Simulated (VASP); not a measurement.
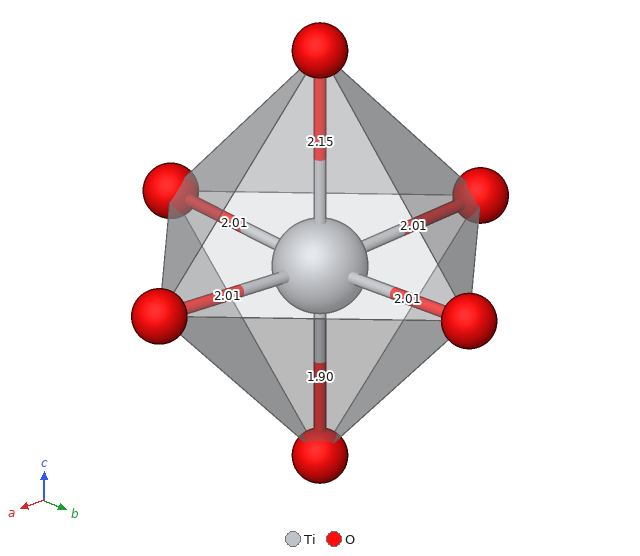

Coordination of Ti in BaTiO₃ (P4mm); bond lengths in Å. Continuous shape measures are computed against ideal polyhedra (0 is ideal; above about 3 the distortion is strong). Source: the geometry relaxed with VASP Kohn-Sham DFT of a periodic cell, revTPSS, VASP PAW PBE potentials, recommended in VASP 6.6.1.

Q: What geometry does the central atom have?

A: TiO6: an essentially ideal octahedron (coordination number 6, S = 0.05; next best trigonal prism, S = 16.8).
